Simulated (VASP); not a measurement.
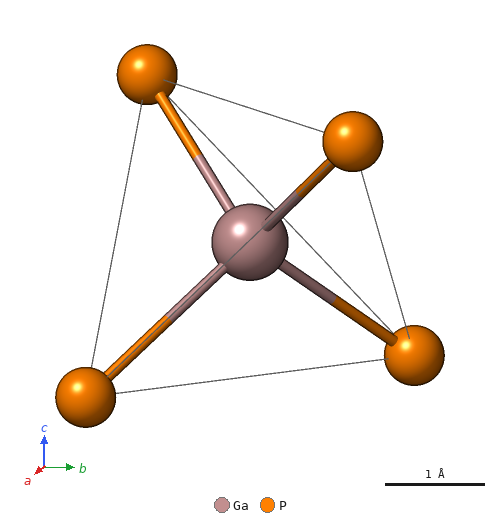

Coordination of Ga in GaP (F-43m). The shape measure S (0 to 100) is the computed least-squares distance from an ideal polyhedron; S = 0 means ideal. Source: the geometry relaxed with VASP Kohn-Sham DFT of a periodic cell, B3LYP, VASP PAW PBE potentials, recommended in VASP.

What geometry does the central atom have?

GaP4: an essentially ideal tetrahedron (coordination number 4, S = 0.00; next best see-saw, S = 9.8).

Does the central atom sit at the centroid of its ligands?

Yes, to within 0.01 Å; the site symmetry is -43m.

How long are the bonds?

4 × Ga–P 2.40 Å. The next neighbour, not counted, lies at 3.92 Å.
